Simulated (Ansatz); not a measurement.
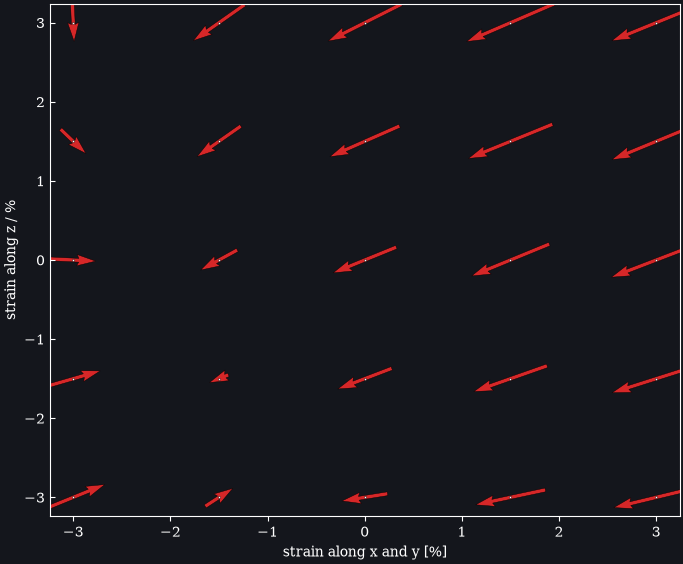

Al (Fm-3m, No. 225; 1 atom in the cell). The cell is strained homogeneously, by one strain along x and y and another along z, with fractional coordinates fixed (x, y and z along the cube axes). Coordinates scanned: (1) strain along x and y; (2) strain along z. The grid has 5 × 5 points. The reference cell is the one listed in the database, not relaxed at this level. The calculation used DFT PBE+D3(BJ), scalar-relativistic, plane waves, PAW in Ansatz 0.2.0. Settings: cutoff 420 eV, k-mesh 20×20×20, gaussian smearing 0.15 eV, no spin polarisation.

The picture shows dots at the grid points, arrows along the force (downhill), their lengths compressed.

Q: The arrows alone are given. Where is the energy lowest?

A: The arrows converge at about strain along x and y = −1.7 %, strain along z = −1.4 % (read from the interpolated surface).

The energy map of the same scan:

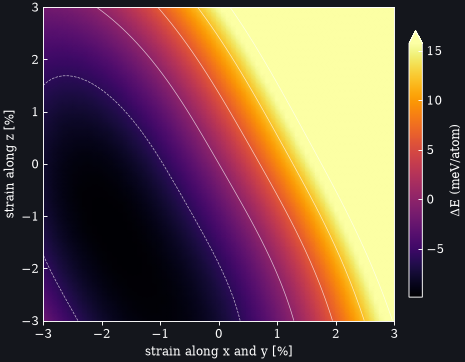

Energies are in meV/atom, from the unstrained cell; between grid points the surface is interpolated.
